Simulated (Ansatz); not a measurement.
# A series of single points on Li

System: Li (P2₁/m, 2 atoms in the cell).
Method: DFT PBE+D3(BJ), scalar-relativistic, plane waves, PAW, no spin polarisation (Ansatz 0.2.0).

The 5 runs differ only in the geometry, by a shift of atoms along one path in a fixed cell. The shift s is measured from run 3: Li1 moves along the Cartesian direction (0.00, 0.00, −1.00), and Li2 with it in fixed proportion. The structure derives from an entry of the Crystallography Open Database.

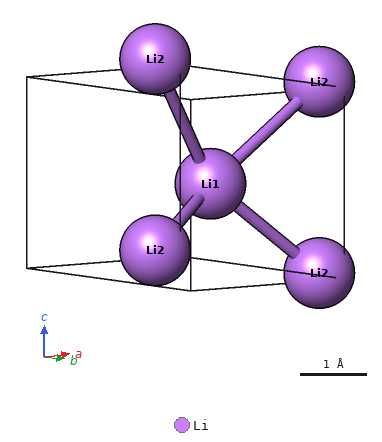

Figure 1. The structure of run 3 (ball-and-stick view of the cell of the calculation, set on other vectors, seen at an oblique angle; atoms are numbered from 1 in the order of the input).

### Input of run 3
```yaml
crystal:
  lattice:
    - [0.0, -2.0886081792, -2.0886081792]
    - [0.0, 2.0886081792, -2.0886081792]
    - [4.1772163584, 0.0, 0.0]
  atoms:
    - { symbol: Li, position: [0.6627878332, 0.4593030417, 0.5] }
    - { symbol: Li, position: [-0.1627878332, 0.0406969583, 0.0] }
basis:
  ecutwfc: 520.0
kpoints:
  mp_grid: { grid: [16, 16, 12] }
hamiltonian:
  xc: pbe
  dispersion: d3bj
scf:
  occupations: { method: gaussian, width: 0.15 }
output:
  forces: true
  stress: true
  eigenvalues: true
```

Command:
```bash
ansatz run input.yaml --threads 1 --pin off --max-ram 2048MiB --backend cpu --events-out ev --progress --plain --runs-dir out
```

Run 4 differs from it as follows:
```diff
-    - { symbol: Li, position: [0.6627878332, 0.4593030417, 0.5] }
-    - { symbol: Li, position: [-0.1627878332, 0.0406969583, 0.0] }
+    - { symbol: Li, position: [0.6831363124, 0.4796515208, 0.5] }
+    - { symbol: Li, position: [-0.1831363124, 0.0203484792, 0.0] }
```

### Results, with one run withheld

```tsv
run	shift s of Li1 (Å)	free energy per atom, from the lowest run given (meV)	pressure (GPa)	force along the path (eV/Å)
1	−0.1700	0.00	0.44	−0.029
2	−0.0850	1.89	0.49	−0.063
3	0.0000	5.74	0.55	−0.123
4	0.0850	?	?	?
5	0.1700	23.70	0.66	−0.309
```

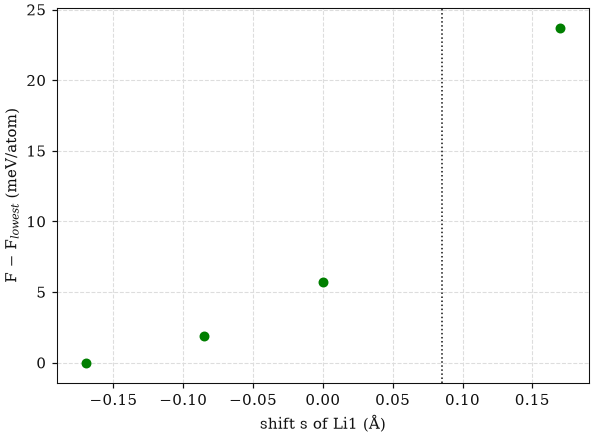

Figure 2. Free energy per atom of the runs given; the dotted line marks run 4.

Estimate the energy of run 4 from the others.

A quadratic polynomial in the coordinate, fitted to the 4 runs given, misses them by at most 0.32 meV per atom. With x = s + 0.0212, it reads F = 4.603 + 60.565 x + 204.53 x² (meV per atom). At run 4 it gives 13.34 meV per atom, and the run itself gives 12.71. The slope of the fit gives a force −dF/ds of −0.208 eV/Å along the path (summed over the atoms that move), and the printed forces give −0.209 eV/Å. The fit has its minimum at s = −0.1693 Å. So low a polynomial doesn't follow these energies more closely.

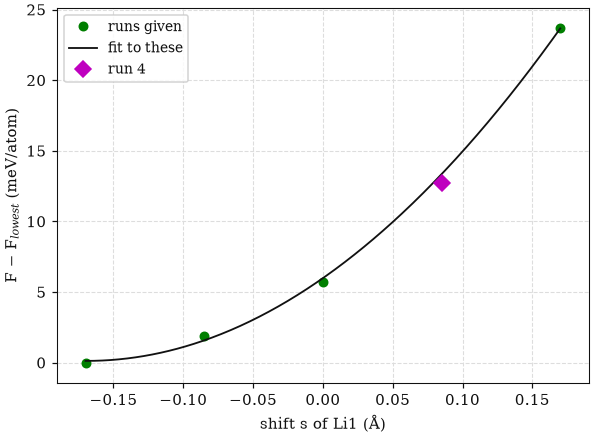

Figure 3. The fit and the withheld run.

### Output, shortened to warnings, some set-up lines, iterations and results (run 4)
```
Basis set: ecut = 520 eV, 999 PW (Γ), exchange–correlation on 48×48×64 points (8 copies of the dense FFT grid, shifted against one another)
Symmetry: 4 space group operations
k-points: 910 of 3072
Initial density: superposition of atomic densities (neutral atoms: chi_scale 0, normalization atom), corrected by the library's trained network
[...]
SCF iter   1: F=—  HF=-409.429378 eV  |F-HF|=—  |Δ(HF+E_count)|=         —  Δρ=6.35e-4  dr2=2.25e-4  ethr=1.77e-3  ⟨swp⟩=4.2  Hψ=44441  notcnv=0
SCF iter   2: F=—  HF=-409.429356 eV  |F-HF|=—  |Δ(HF+E_count)|=   2.17e-5  Δρ=4.34e-4  dr2=1.12e-4  ethr=3.75e-6  ⟨swp⟩=1.3  Hψ=13995  notcnv=0
SCF iter   3: F=—  HF=-409.429360 eV  |F-HF|=—  |Δ(HF+E_count)|=   4.35e-6  Δρ=6.14e-5  dr2=2.46e-6  ethr=1.87e-6  ⟨swp⟩=1.0  Hψ=6278  notcnv=0
SCF iter   4: F=—  HF=-409.429371 eV  |F-HF|=—  |Δ(HF+E_count)|=   1.08e-5  Δρ=6.52e-6  dr2=8.32e-9  ethr=4.10e-8  ⟨swp⟩=1.2  Hψ=6550  notcnv=0
SCF iter   5: F=-409.429371 eV  HF=-409.429371 eV  |F-HF|=2.30e-10  |Δ(HF+E_count)|=   4.48e-9  Δρ=1.10e-6  dr2=1.74e-10  ethr=1.39e-10  ⟨swp⟩=2.1  Hψ=8489  notcnv=0
SCF iter   6: F=-409.429371 eV  HF=-409.429371 eV  |F-HF|=3.41e-13  |Δ(HF+E_count)|=  2.65e-10  Δρ=3.94e-8  dr2=2.97e-13  ethr=2.90e-12  ⟨swp⟩=1.2  Hψ=19308  notcnv=0
SCF 1 converged in 6 iterations: F = -409.429371 eV  dr2 = 2.97e-13
SCF converged after 6 iterations
Free energy (F): -409.429371 eV
Harris-Foulkes:  -409.429371 eV  (|F-HF|=3.41e-13)
Internal energy: -409.420537 eV  (E = F + TS)
E sigma→0 (E₀):  -409.424954 eV
Entropy (-TS):   -0.008834 eV (-4.417 meV/atom)
Fermi energy:    1.404524 eV
--- Per-component energies (eV) ---
  E_band       = -180.900763
  E_kinetic    = 43.291460
  E_local      = -261.700508  (includes V_loc(G=0)·N_el)
  E_nonlocal   = -66.355241
  E_hartree    = 77.772796
  E_xc         = -20.491965
  E_vxc        = -26.393307  (∫ρ·V_xc dr)
  E_paw        = -42.064674  (= ΣΔE_a)
  E_vpaw       = -25.288536  (= ΣTr[D̂ρ^β])
  E_aug_tail   = -0.000223  (compensation charges beyond the density's cutoff)
  E_ewald      = -139.492439
  E_disp       = -0.379744  (pairwise vdW)
  E_smearing   = -0.008834  (= −TS)
  E_closure    = -0.000000  (closes the sum)
  Σ components = -409.429371   (vs F -409.429371, Δ=0.00e0)
--- Forces (eV/Å), atoms counted from 1 ---
  atom   1  Li     0.00000000     0.31416059     0.10453303
  atom   2  Li     0.00000000    -0.31416059    -0.10453303
  max |Σ_I F_I| component: 5.55e-17 eV/Å
--- Stress (GPa, compression-positive) ---
        5.860383       0.000000       0.000000
        0.000000      -1.879448      -5.458541
        0.000000      -5.458541      -2.172147
  P = ⅓ Tr σ = 0.6029 GPa (6.029 kbar)
```
